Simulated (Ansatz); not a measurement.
## Ga: 6 runs along one coordinate

System: Ga (P6/mmm, 2 atoms in the cell).
Method: Kohn-Sham DFT of a periodic cell, PBE, Ansatz PAW, no spin polarisation (Ansatz 0.2.0).

The 6 runs differ only in the geometry, by an even scaling of the cell at fixed fractional positions. The structure was built on a prototype by a generator; it need not be a known phase.

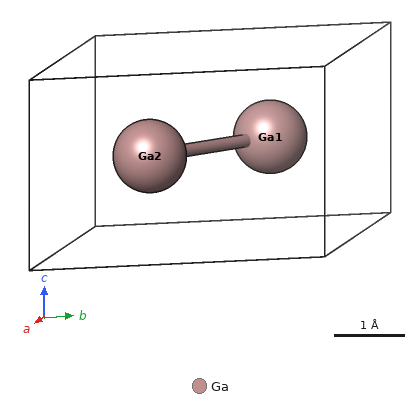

Figure 1. The structure of run 4 (ball-and-stick view of the cell of the calculation, seen slightly off an axis; atoms are numbered from 1 in the order of the input).

### Input of run 4
```yaml
crystal:
  lattice:
    - [4.44947, 0.0, 0.0]
    - [-2.22474, 3.85336, 0.0]
    - [0.0, 0.0, 2.7652]
  atoms:
    - { symbol: Ga, position: [0.33333, 0.66667, 0.5] }
    - { symbol: Ga, position: [0.66667, 0.33333, 0.5] }
hamiltonian:
  xc: pbe
  pseudopotentials: { kind: paw }
kpoints:
  mp_grid: { grid: [7, 7, 10] }
scf:
  occupations: { method: fermi_dirac, width: 0.05 }
output:
  forces: true
  stress: true
  eigenvalues: true
```

Command:
```bash
ansatz run input.yaml --threads 2 --pin off --max-ram 5632MiB --backend cpu --events-out ev --progress --plain --runs-dir out
```

Run 2 differs from it as follows:
```diff
-    - [4.44947, 0.0, 0.0]
-    - [-2.22474, 3.85336, 0.0]
-    - [0.0, 0.0, 2.7652]
+    - [4.3893346553, 0.0, 0.0]
+    - [-2.1946722601, 3.8012811835, 0.0]
+    - [0.0, 0.0, 2.7278278512]
```

### Results, with one run withheld

| run | volume per atom (Å³) | free energy per atom, from the lowest run given (meV) | pressure (GPa) |
| --- | --- | --- | --- |
| 1 | 22.283 | 13.09 | 2.96 |
| 2 | 22.757 | ? | ? |
| 3 | 23.231 | 1.60 | 0.98 |
| 4 | 23.705 | 0.00 | 0.12 |
| 5 | 24.179 | 0.78 | −0.62 |
| 6 | 25.128 | 8.30 | −1.89 |

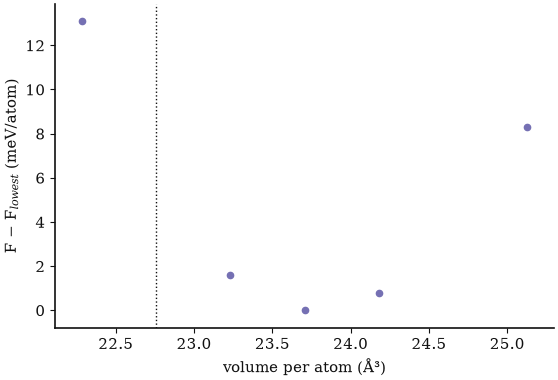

Figure 2. Free energy per atom of the runs given; the dotted line marks run 2.

Fit the runs given and predict run 2.

A cubic polynomial in V^(−2/3) (the Birch–Murnaghan form), fitted to the 5 runs given, misses them by at most 0.01 meV per atom. With x = V^(−2/3) − 0.12129 Å⁻², it reads F = 0.039025 + 320.23 x + 4.4798e+05 x² + 2.2145e+06 x³ (meV per atom). At run 2 it gives 5.84 meV per atom, and the run itself gives 5.88. The slope of the fit gives a pressure −dF/dV of 1.92 GPa there, and the run prints 1.93 GPa. The fit has its minimum at 23.779 Å³ per atom, where V d²F/dV² gives 39 GPa. Cell shape and fractional positions are held, so this is the stiffness under even scaling; the relaxed bulk modulus wasn't computed.

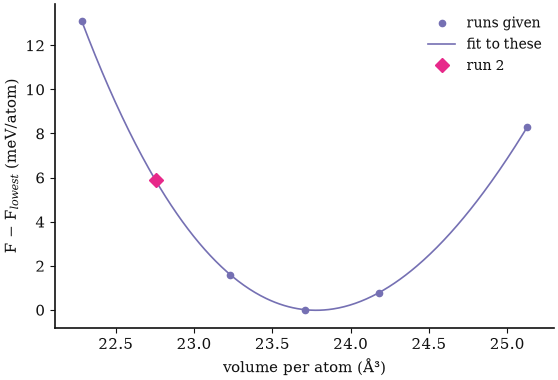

Figure 3. The fit and the withheld run.

### Output, shortened to warnings, some set-up lines, iterations and results (run 2)
```
Warning: the atoms were moved onto the symmetric positions of the space group found under crystal.symmetry.tolerance 1.0e-5 (fractional; no operation is sought that the atoms, as they stand in a round, miss by more than twice it, and no atom is moved by as much as it), and the run uses the moved positions. Before a round's move an operation carried an atom to 4.39e-5 Å from where it should land, …
Basis set: ecut = 420 eV, 915 PW (Γ), exchange–correlation on 60×60×40 points (8 copies of the dense FFT grid, shifted against one another)
Symmetry: 24 space group operations
k-points: 48 of 490
Initial density: superposition of atomic densities (neutral atoms: chi_scale 0, normalization atom), corrected by the library's trained network
[...]
SCF iter   1: F=—  HF=-7565.775934 eV  |F-HF|=—  |Δ(HF+E_count)|=         —  Δρ=2.04e-3  dr2=2.41e-3  ethr=1.77e-3  ⟨swp⟩=5.6  Hψ=3733  notcnv=0
SCF iter   2: F=—  HF=-7565.775286 eV  |F-HF|=—  |Δ(HF+E_count)|=   6.47e-4  Δρ=1.64e-3  dr2=6.26e-4  ethr=9.28e-6  ⟨swp⟩=2.0  Hψ=2007  notcnv=0  defer=2
SCF iter   3: F=—  HF=-7565.775044 eV  |F-HF|=—  |Δ(HF+E_count)|=   2.43e-4  Δρ=5.82e-4  dr2=9.60e-5  ethr=2.41e-6  ⟨swp⟩=2.0  Hψ=1463  notcnv=0  defer=2
SCF iter   4: F=—  HF=-7565.774931 eV  |F-HF|=—  |Δ(HF+E_count)|=   1.13e-4  Δρ=1.37e-4  dr2=6.06e-6  ethr=3.69e-7  ⟨swp⟩=2.0  Hψ=1424  notcnv=0  defer=2
SCF iter   5: F=—  HF=-7565.774928 eV  |F-HF|=—  |Δ(HF+E_count)|=   2.70e-6  Δρ=2.82e-5  dr2=2.43e-7  ethr=2.33e-8  ⟨swp⟩=2.0  Hψ=1439  notcnv=0  defer=2
SCF iter   6: F=-7565.774928 eV  HF=-7565.774928 eV  |F-HF|=1.18e-10  |Δ(HF+E_count)|=   7.75e-8  Δρ=1.84e-6  dr2=1.09e-9  ethr=3.85e-10  ⟨swp⟩=5.3  Hψ=3701  notcnv=0
SCF 1 converged in 6 iterations: F = -7565.774928 eV  dr2 = 1.09e-9
SCF converged after 6 iterations
Free energy (F): -7565.774928 eV
Harris-Foulkes:  -7565.774928 eV  (|F-HF|=1.18e-10)
Internal energy: -7565.768102 eV  (E = F + TS)
E sigma→0 (E₀):  -7565.771515 eV
Entropy (-TS):   -0.006826 eV (-3.413 meV/atom)
Fermi energy:    7.168545 eV
--- Per-component energies (eV) ---
  E_band       = -135.312752
  E_kinetic    = 229.963941
  E_local      = -4143.092988  (includes V_loc(G=0)·N_el)
  E_nonlocal   = 843.614286
  E_hartree    = 1930.266667
  E_xc         = -138.729571
  E_vxc        = -116.270389  (∫ρ·V_xc dr)
  E_paw        = -3970.391942  (= ΣΔE_a)
  E_vpaw       = -810.058966  (= ΣTr[D̂ρ^β])
  E_aug_tail   = -0.000229  (compensation charges beyond the density's cutoff)
  E_ewald      = -2317.398267
  E_smearing   = -0.006826  (= −TS)
  E_closure    = 0.000000  (closes the sum)
  Σ components = -7565.774928   (vs F -7565.774928, Δ=0.00e0)
--- Forces (eV/Å), atoms counted from 1 ---
  atom   1  Ga     0.00000000    -0.00000000     0.00000000
  atom   2  Ga    -0.00000000     0.00000000    -0.00000000
  max |Σ_I F_I| component: 1.85e-17 eV/Å
--- Stress (GPa, compression-positive) ---
        2.349250      -0.000000       0.000000
       -0.000000       2.349250       0.000000
        0.000000       0.000000       1.082596
  P = ⅓ Tr σ = 1.9270 GPa (19.270 kbar)
```

Warnings of the run: the structure was made exactly symmetric.
